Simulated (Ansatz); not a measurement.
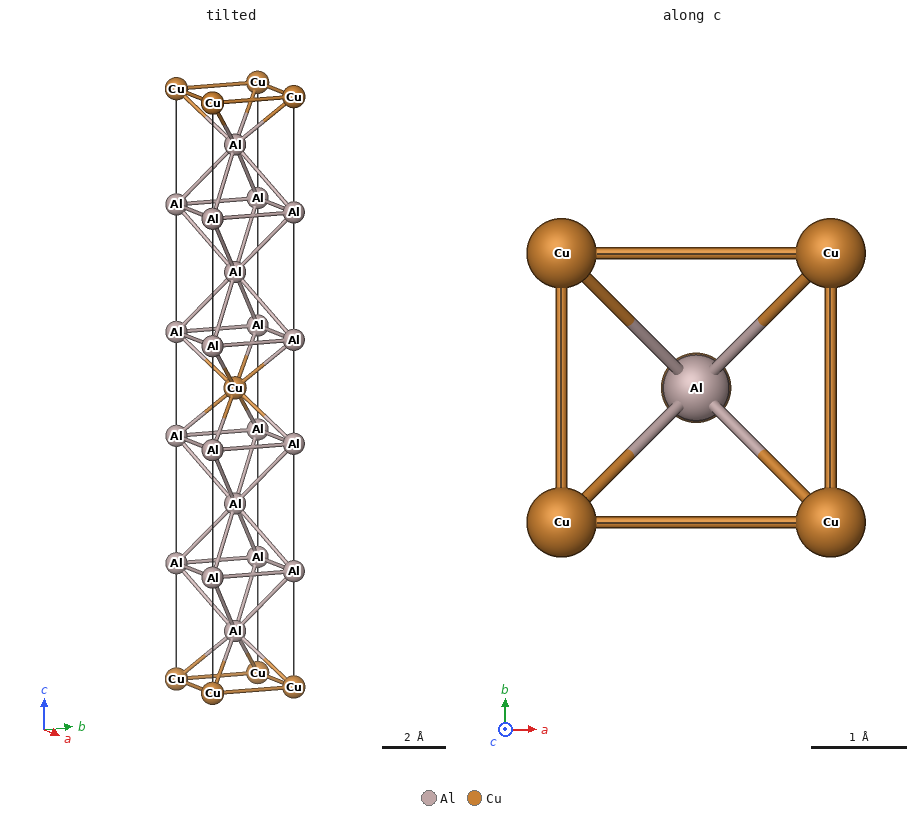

Drawn in the ball-and-stick manner and seen slightly off an axis and along the c axis. Atoms at the boundary of the conventional unit cell (the box) are drawn once for each face, edge or corner they touch. Cell: a = 2.83 Å, b = 2.83 Å, c = 19.11 Å, α = 90.00°, β = 90.00°, γ = 90.00°.

Starting structure: a structure type filled with these elements by a generator (whether the compound takes this form wasn't checked). Earlier steps of the study may have refined or changed the cell and positions. It was run through Ansatz as a DFT input.

> Notes on the structure:

The formula is Al4Cu. The lattice is body-centred tetragonal and the space group I4/mmm (No. 139). It has 10 atoms to the cell (8 Al, 2 Cu). Cu is linked to eight Al and four Cu in a distorted cuboctahedral arrangement (about 2.6 Å to Al, 2.8 Å to Cu). Al takes two kinds of site: 4e with eight Al and four Cu in a distorted cuboctahedral arrangement (about 2.9 Å to Al, 2.6 Å to Cu); 4e with twelve Al in a cuboctahedral arrangement at about 2.8 Å. The bonds build a three-dimensional framework.

The numbers come from DFT PBEsol, scalar-relativistic, plane waves, PAW in Ansatz, using a basis cut at 420 eV, k-points about 0.17 Å⁻¹ apart, Gaussian smearing of 0.1 eV, no spin polarisation.

> Does it come out as a metal, or with a gap?

A metal: bands cross the Fermi level.

> What net charge does each kind of atom have (Bader)?

Al +0.01 to +0.56 e; Cu -1.13 e.

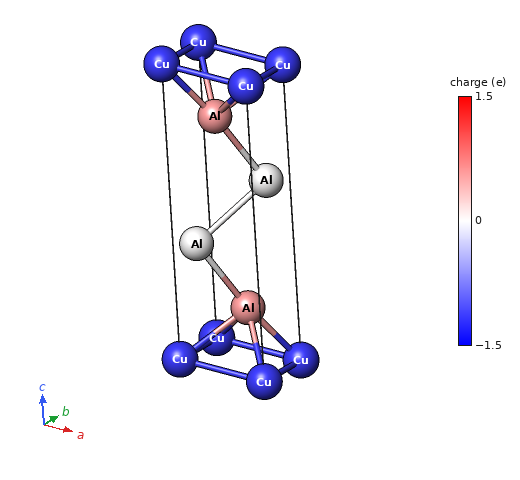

The atoms coloured by those charges. The run's cell of 5 atoms is drawn in a reduced setting, so axes and origin can differ from the first picture.

> Can this geometry be taken as optimised?

No. The largest force is 0.15 eV/Å, on Al. The pressure is -2.5 GPa, so the cell would contract.

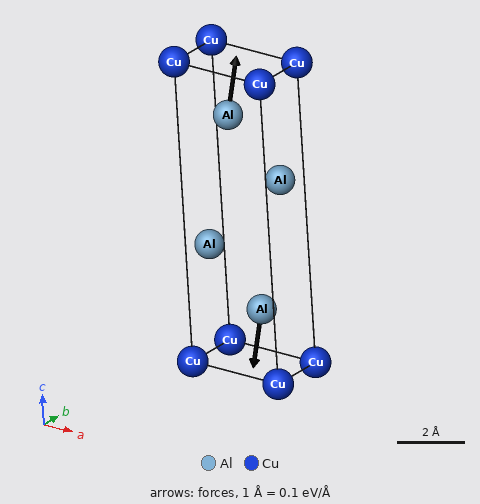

The forces as arrows. The run's cell of 5 atoms is drawn in a reduced setting, so axes and origin can differ from the first picture.
